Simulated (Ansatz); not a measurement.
System: Hf2Si.

```
CELL_PARAMETERS angstrom
6.52967 0.00000 0.00000
0.00000 6.52967 0.00000
0.00000 0.00000 5.14719
ATOMIC_POSITIONS crystal
Hf 0.15658 0.34342 0.00000
Hf 0.65658 0.84342 0.50000
Hf 0.34342 0.84342 0.00000
Hf 0.84342 0.34342 0.50000
Hf 0.34342 0.15658 0.50000
Hf 0.84342 0.65658 0.00000
Hf 0.65658 0.15658 0.00000
Hf 0.15658 0.65658 0.50000
Si 0.00000 0.00000 0.25000
Si 0.50000 0.50000 0.75000
Si 0.00000 0.00000 0.75000
Si 0.50000 0.50000 0.25000
```

Space group I4/mcm; a structure from a database of computed crystals, not necessarily the ambient phase.

The calculation used DFT r2SCAN+D3(BJ), scalar-relativistic, plane waves, PAW in Ansatz.

### What can the converged valence pseudo-density and electron localisation function tell about the bonding?

Si–Si (2.57 Å): ρ is about 0.37 e/Å³ halfway; the ELF peaks at about 0.70 between the atoms.

### Metal or insulator at this level of theory?

It is metallic or semimetallic at this level of theory: no gap opens.

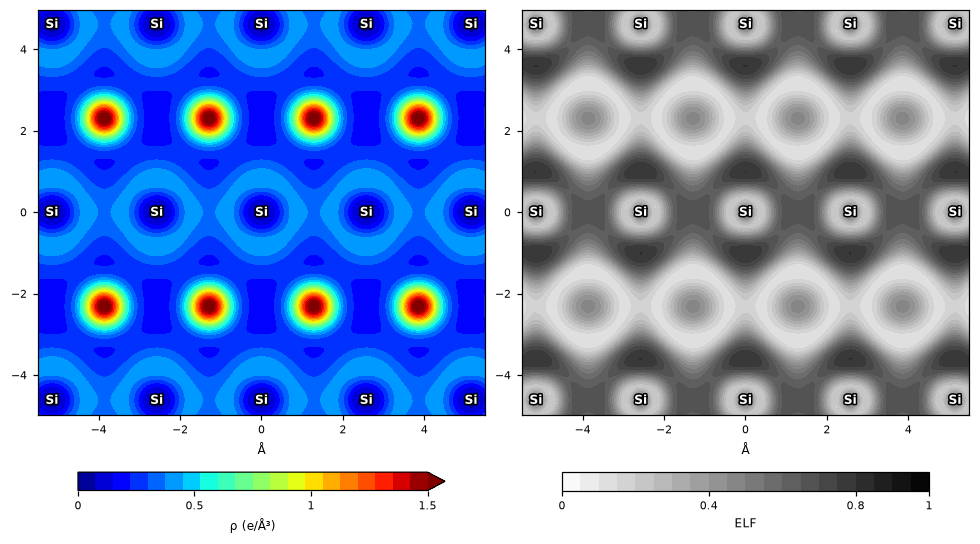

Computed valence pseudo-density and electron localisation function on the (110) plane of the conventional cell, in this order. Atoms just off the plane (Hf, 0.9 Å away) can leave unmarked features too.

Core electrons are frozen (PAW), and the valence fields are smoothed inside the atomic spheres.
